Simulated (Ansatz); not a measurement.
**Ti3Al: density, localisation and related maps**

```
Ti Al
1.0
     3.19152   -3.19152    0.00000
     3.19152    3.19152    0.00000
     0.00000    0.00000    6.06389
Ti Al
6 2
Direct
  0.50000 0.00000 0.25000
  0.00000 0.50000 0.75000
  0.00000 0.50000 0.25000
  0.50000 0.00000 0.75000
  0.00000 0.00000 0.00000
  0.50000 0.50000 0.50000
  0.50000 0.50000 0.00000
  0.00000 0.00000 0.50000
```

Space group I4/mmm; a structure from a database of computed crystals, not necessarily the ambient phase; changed on purpose from its base cell (strain +0.000 along x and y, -0.050 along z, atoms carried along); computed pressure about 7 GPa in this cell; spin-polarised.

The calculation used Ansatz 0.2.0, DFT PBEsol, scalar-relativistic, plane waves, PAW.

Core electrons are frozen (PAW), and the valence fields are smoothed inside the atomic spheres.

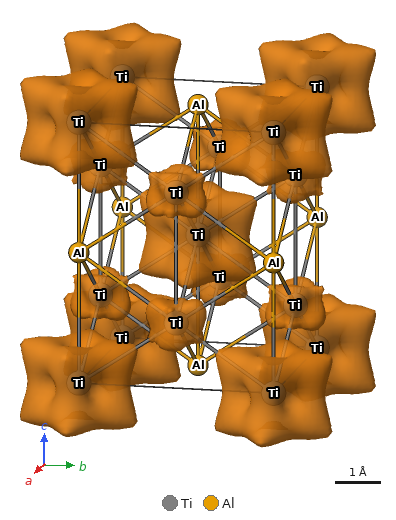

Figure 1. Isosurfaces of the spin density (up minus down) at +0.04 (orange) and −0.04 e/Å³ (purple), seen slightly off an axis. Sticks mark near contacts.

### Where is the spin, and how is it ordered?

The spin density sits on Ti: +0.7 μB (×2) in one cell of 8 atoms, with smaller moments on other sites: Ti (up to +0.17 μB): parallel moments (a ferromagnetic arrangement) in this solution. The cell of the calculation (4 atoms) carries 1.4 μB of net spin moment. Only one sign reaches the isovalue.

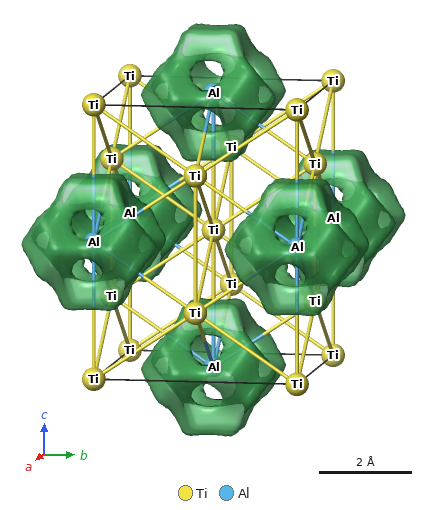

Figure 2. Isosurface of the ELF at 0.6 (green), seen slightly off an axis. Core shells and regions of very low density are left out. Sticks mark near contacts.

### Where are the electrons localised?

The ELF exceeds this value in two regions wrapped around Al (the valence shell of each), counted in one cell of 8 atoms. Regions shared between cells count once. Along the contacts the grid gives the following. Ti–Ti (2.72 Å): the ELF is about 0.20 at the midpoint; no shared electron pair shows on this line. Ti–Al (2.72 Å): the ELF is about 0.30 at the midpoint (no shared electron pair shows on this line).

### Does the calculation give a band gap?

It is metallic or semimetallic at this level of theory: no gap opens.
